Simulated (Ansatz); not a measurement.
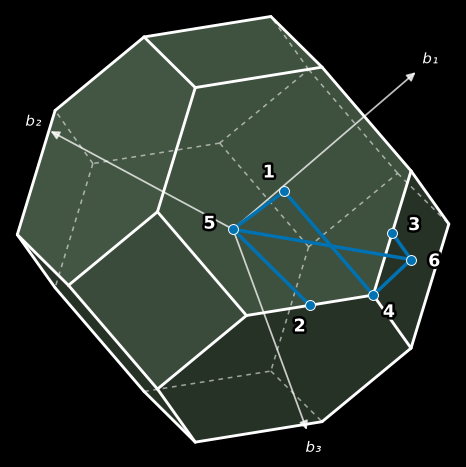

The first Brillouin zone of a face-centred cubic lattice (cF; extended symbol cF2) is drawn with its special points numbered. Crystal: SiC, the input geometry of an electronic-structure calculation (not necessarily at equilibrium). All values are computed from the atomic coordinates in the standard setting (tolerance 0.002 Å).

a = 4.356 Å, b = 4.356 Å, c = 4.356 Å, α = 90.00°, β = 90.00°, γ = 90.00°.

Labels and path follow the convention of Hinuma et al. (2017), as computed by seekpath; the arrows show the directions of the reciprocal primitive vectors b₁, b₂, b₃, in which coordinates are given.

### Give the label and coordinates of each numbered point.

| no. | label | coordinates |
| --- | --- | --- |
| 1 | L | (1/2, 1/2, 1/2) |
| 2 | K | (3/8, 3/8, 3/4) |
| 3 | U | (5/8, 1/4, 5/8) |
| 4 | W | (1/2, 1/4, 3/4) |
| 5 | Γ | (0, 0, 0) |
| 6 | X | (1/2, 0, 1/2) |
